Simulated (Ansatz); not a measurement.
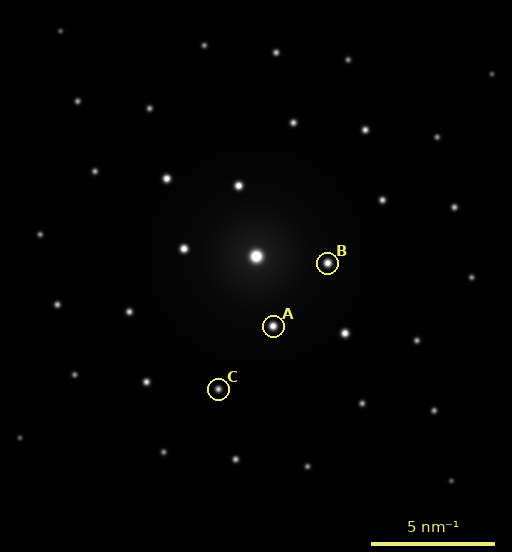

Computed electron diffraction pattern, 300 kV, single scattering only, B = 0.8 Å². The zone axis points towards the electron source and the pattern is seen from the source side.

Nb, space group Fd-3m (No. 227), a = 5.85 Å. Structure: the end point of a relaxation with DFT, r2SCAN, plane waves (500 eV) with PAW, scalar-relativistic in Ansatz; the starting structure was generated, so it need not be a known form of this composition.

Spot A is indexed -1 1 -1 and spot B -1 1 1.

Question: What are the indices of the remaining marked spot?

Answer: C = 2A − B = -1 1 -3 (d = 1.765 Å).

Question: Which zone axis is this?

Answer: The cross product of A and B is parallel to [110]; every spot obeys hu + kv + lw = 0.

Question: What are the spacings of A and B and the angle between them?

Answer: d(A) = 3.380 Å, d(B) = 3.380 Å, and the angle is 70.5°.
